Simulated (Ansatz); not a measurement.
# Run report: Pt, geometry relaxation (part 3 of 3)

Continued. System: Pt (slab, 16 atoms in the cell). Method: DFT PBE, scalar-relativistic, plane waves, PAW, no spin polarisation (Ansatz 0.2.0); cutoff 420 eV, 6×6×1 k-mesh, Gaussian smearing of 0.1 eV. The structure derives from an entry of the Crystallography Open Database. The input holds or restrains some coordinates. Forces given for the steps count only the free coordinates. It belongs to a series of runs on one base structure; here: clean slab, lower half held.

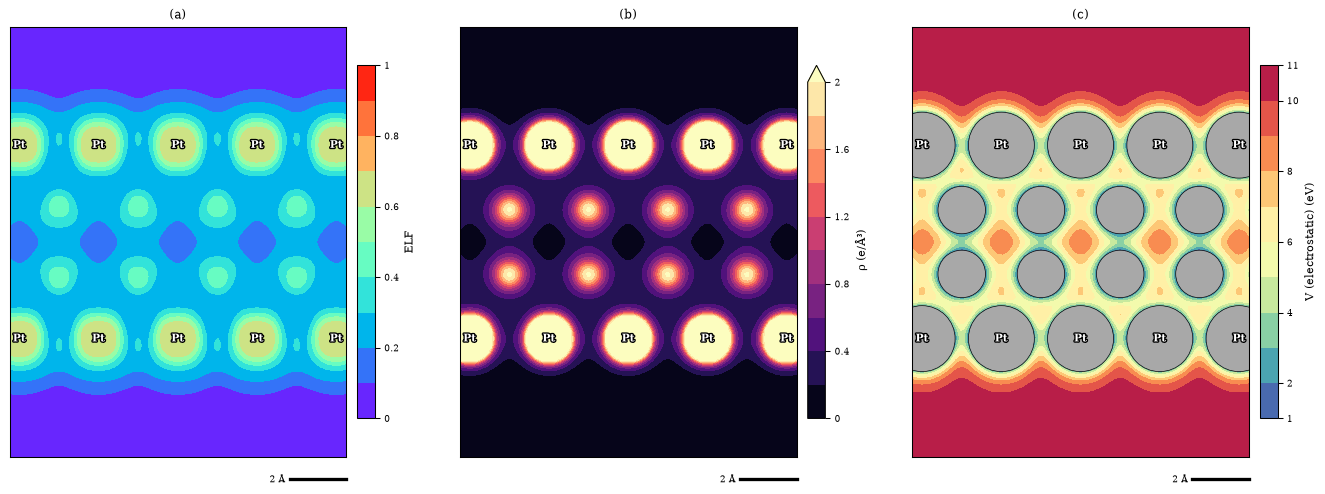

*(a) electron localisation function; (b) valence pseudo-density; (c) electrostatic potential energy of an electron on the (100) plane of the calculation cell, a cut from vacuum to vacuum. Grey discs, where drawn, cover atomic cores.*

Pt–Pt (2.81 Å): the density is about 0.35 e/Å³ at the midpoint; the ELF is about 0.30 at the midpoint; no localised pair between them. The density dies away to nearly zero in the vacuum. The strong features right at Pt lie inside the PAW spheres (semicore, d or f shells) and say nothing about bonding.

This output came from the following input.

The input:
```yaml
crystal:
  lattice:
    - [5.6145835605, 0.0, 0.0]
    - [-2.8072917802, 4.862371995, 0.0]
    - [0.0, 0.0, 23.8764324207]
  atoms:
    - { symbol: Pt, position: [0.3333333333, 0.1666666667, 0.3559995836] }
    - { symbol: Pt, position: [0.3333333333, 0.6666666667, 0.3559995836] }
    - { symbol: Pt, position: [0.8333333333, 0.1666666667, 0.3559995836] }
    - { symbol: Pt, position: [0.8333333333, 0.6666666667, 0.3559995836] }
    - { symbol: Pt, position: [0.6666666667, 0.3333333333, 0.4519998612] }
    - { symbol: Pt, position: [0.6666666667, 0.8333333333, 0.4519998612] }
    - { symbol: Pt, position: [0.1666666667, 0.3333333333, 0.4519998612] }
    - { symbol: Pt, position: [0.1666666667, 0.8333333333, 0.4519998612] }
    - { symbol: Pt, position: [0.0, 0.5, 0.5480001388] }
    - { symbol: Pt, position: [0.0, 0.0, 0.5480001388] }
    - { symbol: Pt, position: [0.5, 0.5, 0.5480001388] }
    - { symbol: Pt, position: [0.5, 0.0, 0.5480001388] }
    - { symbol: Pt, position: [0.3333333333, 0.6666666667, 0.6440004164] }
    - { symbol: Pt, position: [0.3333333333, 0.1666666667, 0.6440004164] }
    - { symbol: Pt, position: [0.8333333333, 0.6666666667, 0.6440004164] }
    - { symbol: Pt, position: [0.8333333333, 0.1666666667, 0.6440004164] }
basis:
  ecutwfc: 420
kpoints:
  mp_grid: { grid: [6, 6, 1] }
hamiltonian:
  xc: pbe
scf:
  occupations: { method: gaussian, width: 0.1 }
output:
  forces: true
  eigenvalues: true
  write_density: true
  write_potential: true
  elf: true
  volumetric_format: npy
relax:
  adjacent_minimum: "off"
  f_tol: 0.03
  max_steps: 70
  constraints: [{ sites: [0, 1, 2, 3, 4, 5, 6, 7] }]
efield:
  axis: 3
  dipole_correction: true
  ramp_width: 0.04
```

Launched with:
```bash
ansatz run input.yaml --threads 4 --pin off --max-ram 10240MiB --backend cpu --events-out ev --progress --plain --runs-dir out
```

Results in brief:

- outcome: converged under the restraints of the input
- electrons treated: 288
- free energy: −200363.3745 eV
- work function, top face: 5.72 eV
- work function, bottom face: 5.71 eV
- Fermi energy: 4.998 eV
- gap on the k-point mesh: none (metallic)
- final volume: 651.83 Å³
- work function (upper face): 5.72 eV
- largest force (length of the vector) at the end, held atoms and coordinates included: 0.047 eV/Å
- hardware: 4 threads of Arm Neoverse V1, 24 GiB of memory available, shared host
- wall time: 87 s (CPU time 5.8 min)
- peak memory: 2.4 GiB

Notes:

The program warns: the exchange-correlation potential is rough where the density is thin. Spin–orbit coupling is left out, which matters for Pt.
